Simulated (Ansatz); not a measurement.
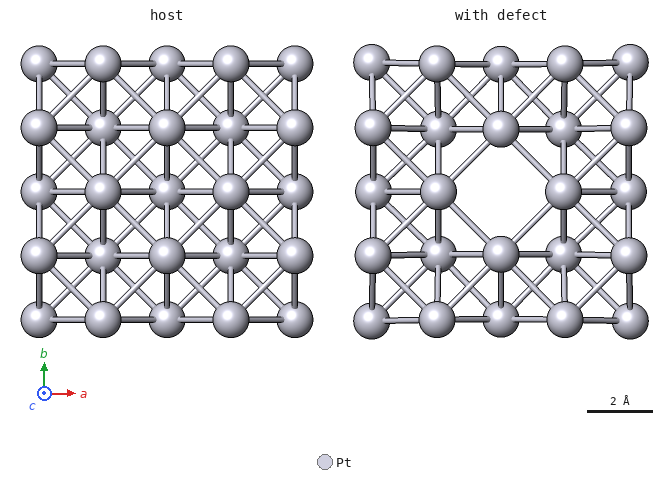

Left: perfect Pt. Right: the same region with one point defect, after relaxing the atoms in a supercell of 27 sites. Style: ball-and-stick. Shown: the atoms within 6.0 Å of one point, in a slice 4.2 Å thick across the line of sight, along the c axis.

The calculation used DFT PBE, scalar-relativistic, plane waves, PAW in Ansatz. Settings: plane-wave cutoff 420 eV; k-point mesh 4 × 4 × 4; occupations gaussian; smearing width 0.1 eV; no spin polarisation. The cell is small and the k-mesh coarse, so the numbers are rough. The axes drawn are those of the host's conventional cell.

Question: What kind of defect was made?

Answer: A platinum atom is taken out (a vacancy).

The charge state of the cell is 0.

Question: How does the lattice respond?

Answer: Around the empty Pt site the host had 12 Pt at 2.81 Å; after relaxation the nearest atoms are 12 Pt at 2.75 Å. Of the host's atoms, a platinum atom moves furthest from its site, by 0.06 Å. Relaxing the atoms from the host's sites lowers the energy by 0.30 eV. At a tolerance of 0.02 Å the relaxed supercell has space group Fm-3m.
